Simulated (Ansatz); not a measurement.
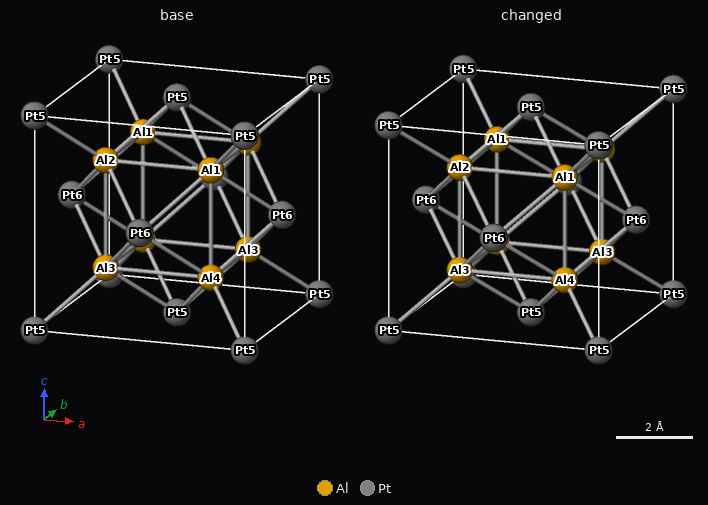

Left: solid Al$_{2}$Pt (set up in Fm-3m). Right: the same structure after one change, at the same scale. The picture is a ball-and-stick view of the conventional cell (2 times the calculation's cell), seen slightly off an axis. Lengths and directions refer to the drawn axes.

All numbers below come from Ansatz 0.2.0, DFT PBEsol, scalar-relativistic, plane waves, PAW. (plane-wave cutoff 420 eV; k-point mesh 8 × 8 × 6; occupations gaussian; smearing width 0.1 eV; no spin polarisation)

Question: Which change leads from the left to the right?

Answer: Strain along c alone, −4.5 %, is applied. Symmetry leaves the atoms no freedom, so this is a single point.

Question: And its effect?

Answer: It costs 20.3 meV per atom. Pressure: 0.0 GPa before, 7.0 GPa after. The principal stresses (compression positive) are 9.3 GPa along c and 5.9 GPa across it. All forces vanish by symmetry. Both are metals. Near-neighbour distances before and after: Al–Al 2.948 → 2.816 to 2.948 Å, Al–Pt 2.553 → 2.516 Å. The space group (tolerance 0.01 Å) goes from Fm-3m (No. 225) to I4/mmm (No. 139).
